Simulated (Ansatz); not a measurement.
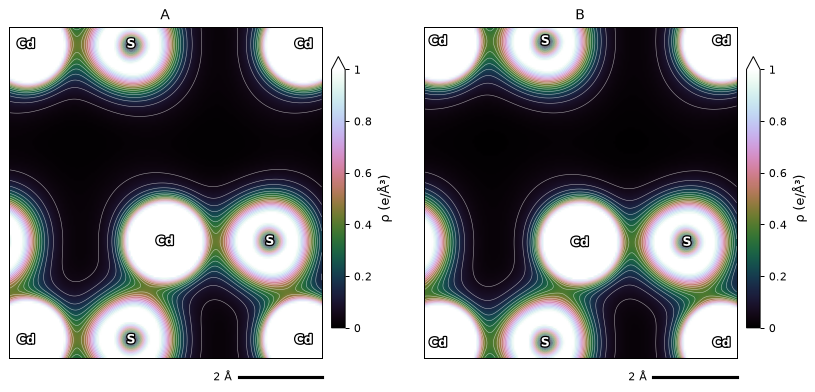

CdS. The valence charge density (pseudo) of two cells that differ in size, on the (110) plane of each (indices in the axes of the calculation cell), at one length scale and on one colour scale; one has 24.5 and the other 26.0 Å³ an atom.

Space group P6₃mc.

Level of theory: DFT PBE, scalar-relativistic, plane waves, PAW in Ansatz.

Core electrons are frozen (PAW), and the valence fields are smoothed inside the atomic spheres.

The larger cell:

```cif
data_structure
_symmetry_space_group_name_H-M 'P 1'
_symmetry_Int_Tables_number 1
_cell_length_a 4.1970
_cell_length_b 4.1970
_cell_length_c 6.8279
_cell_angle_alpha 90.000
_cell_angle_beta 90.000
_cell_angle_gamma 120.000
_cell_volume 104.16
loop_
_atom_site_label
_atom_site_type_symbol
_atom_site_fract_x
_atom_site_fract_y
_atom_site_fract_z
_atom_site_occupancy
Cd1 Cd 0.33333 0.66667 0.99920 1
Cd2 Cd 0.66667 0.33333 0.49920 1
S1 S 0.33333 0.66667 0.37580 1
S2 S 0.66667 0.33333 0.87580 1
```

The smaller cell: a = 4.111 Å, b = 4.111 Å, c = 6.689 Å, α = 90.00°, β = 90.00°, γ = 120.00°.

> Which is the denser cell? Describe the effect of the change.

Panel A is the smaller cell, by 6 % in volume. From the larger cell to the smaller, Cd–S goes from 2.57 to 2.51 Å, and the density at its midpoint from 0.39 to 0.43 e/Å³; the pressure goes from 0.0 to 3.8 GPa; the Kohn–Sham gap goes from 1.1 eV to 1.3 eV.
